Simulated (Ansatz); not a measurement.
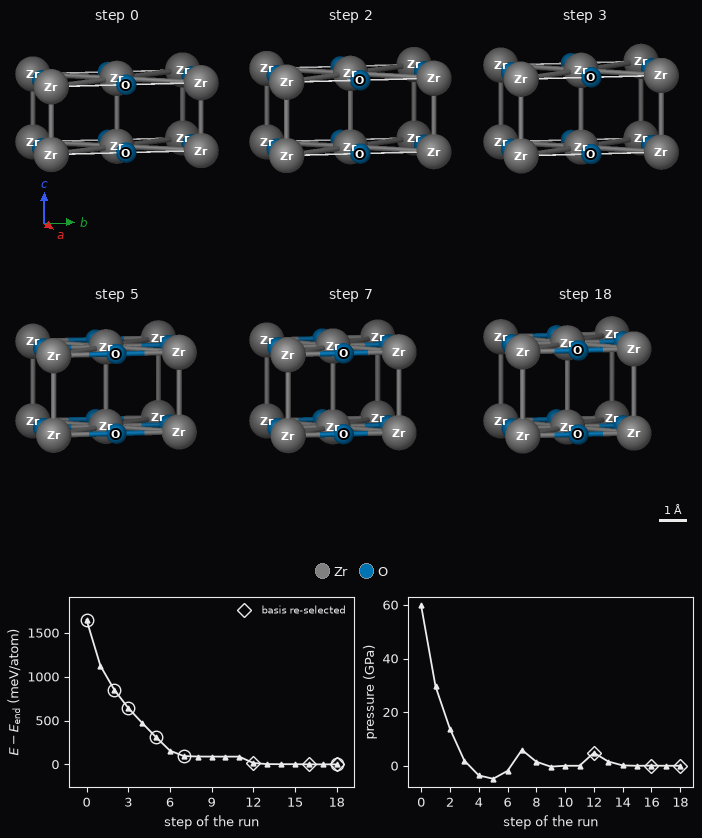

Frames of a relaxation of a crystal of ZrO (a generated structure, set up in Cmmm), marked on the history of the run. The picture is a ball-and-stick view of the conventional cell (2 times the calculation's cell), seen slightly off an axis. Lengths and directions refer to the drawn axes.

The run lets cell and atoms move.

Level of theory: Ansatz, Kohn-Sham DFT of a periodic cell, HSE03, Ansatz PAW.

Input file:
```yaml
crystal:
  lattice:
    - [1.82663986, -2.91884927, 0.0]
    - [1.82663986, 2.91884927, 0.0]
    - [0.0, 0.0, 2.61993837]
  atoms:
    - { symbol: Zr, position: [0.0, 0.0, 0.0] }
    - { symbol: O, position: [0.5, 0.5, 0.0] }
hamiltonian:
  xc: { exchange: pbe, correlation: pbe, exx: { coeff: 0.25, omega: 0.3 } }
  pseudopotentials: { kind: paw }
kpoints:
  mp_grid: { grid: [5, 5, 5] }
scf:
  occupations: { method: fermi_dirac, width: 0.05 }
output:
  forces: true
  stress: true
  eigenvalues: true
relax:
  f_tol: 0.01
  max_steps: 40
  cell: { stress_tol: 0.05 }
```

Q: What happens along the run?

A: The atoms keep their places relative to the cell (all moves are under 0.005 Å). Cell: a 3.653 → 4.332 Å (+18.6 %), b 5.838 → 4.332 Å (−25.8 %), c 2.620 → 3.243 Å (+23.8 %). Volume +9.0 %. Some distances before and after: O–Zr 2.919 → 2.166 Å, Zr–Zr 2.620 → 3.243 Å, Zr–Zr 3.443 → 3.063 Å, O–Zr 1.827 → 2.166 Å. New bonds form, among them: O–Zr (2.92 → 2.17 Å). The space group (tolerance 0.01 Å) goes from Cmmm (No. 65) to P4/mmm (No. 123). Over 15 accepted moves (18 points after the start) the energy falls by 1648 meV per atom. All forces vanish by symmetry, so only the cell relaxes. Pressure: 59.79 GPa at the start and 0.01 GPa at the end. The SCF was repeated 3 times at an unchanged geometry on a basis and grid sized afresh for the cell, which shifted the energy by 72.8 meV per atom at most. From step 0 to 2: volume +14.3 %, energy −798 meV per atom. From step 2 to 3: volume +1.8 %, energy −206 meV per atom. From step 3 to 5: volume −4.6 %, energy −333 meV per atom. From step 5 to 7: volume −8.2 %, energy −216 meV per atom. From step 7 to 18: volume +6.9 %, energy −94.2 meV per atom.

```csv
step,"E − E(0), meV/atom","pressure, GPa","volume, Å³/atom",note
0,0.00,59.79,13.969,
1,-524.56,29.61,15.115,
2,-798.18,13.80,15.970,
3,-1004.43,1.95,16.258,
4,-1175.14,-3.57,15.982,
5,-1337.54,-4.85,15.515,
6,-1490.96,-1.91,14.874,
7,-1553.75,5.92,14.238,
8,-1558.62,1.52,14.443,
9,-1559.59,-0.32,14.598,
10,-1559.86,0.01,14.573,
11,-1559.86,0.00,14.575,
12,-1632.71,4.85,14.575,"same geometry, new basis"
13,-1644.98,1.58,14.974,
14,-1646.14,0.14,15.175,
15,-1646.10,-0.01,15.204,
16,-1647.91,0.05,15.204,"same geometry, new basis"
17,-1647.90,0.00,15.219,
18,-1647.94,0.01,15.219,"same geometry, new basis"
```

Limits of the set-up: the k-point mesh is coarse for a cell with partly filled bands; layers or molecules are held without a dispersion correction, so their spacing is unreliable.
